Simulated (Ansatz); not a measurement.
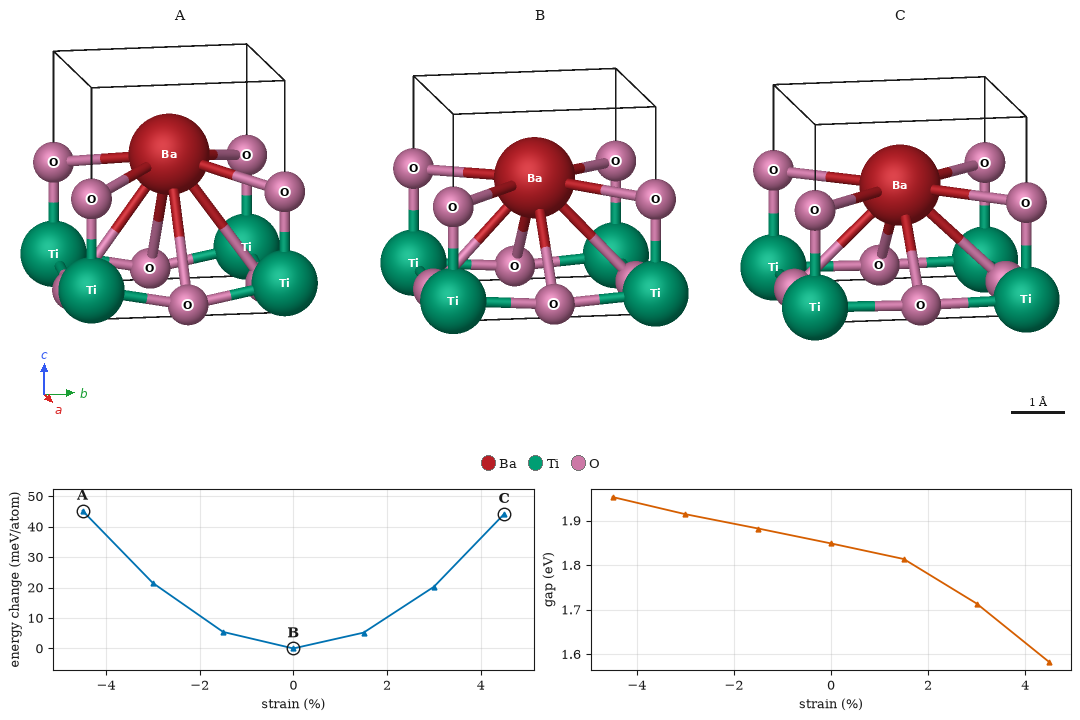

Members of a series of calculations on solid BaTiO$_{3}$ (set up in P4mm), marked on the first curve. The picture is a ball-and-stick view of the cell of the calculation, seen slightly off an axis.

Level of theory: DFT PBEsol, scalar-relativistic, plane waves, PAW in Ansatz 0.2.0. Settings: plane-wave cutoff 420 eV; k-point mesh 8 × 8 × 8; occupations gaussian; smearing width 0.02 eV; no spin polarisation.

> Describe the series.

Biaxial strain in the a–b plane, c and atoms relaxed. A (strain −4.5 %): energy change 45.2 meV/atom, volume 12.92 Å³ per atom, gap 1.95 eV. B (strain 0.0 %): energy change 0.0 meV/atom, volume 12.65 Å³ per atom, gap 1.85 eV. C (strain 4.5 %): energy change 44.2 meV/atom, volume 13.24 Å³ per atom, gap 1.58 eV. The rest compares A with C. The drawn cell changes as follows: a = b 3.777 → 4.133 Å (+9.4 %), c 4.528 → 3.874 Å (−14.4 %); the volume changes by +2.4 %. Among the bonded contacts that change: O–Ti 2.741 → 1.979 Å, Ba–O 3.203 → 2.844 Å, Ba–O 2.708 → 2.821 to 2.923 Å. New contacts form: O–Ti (2.74 → 1.98 Å).
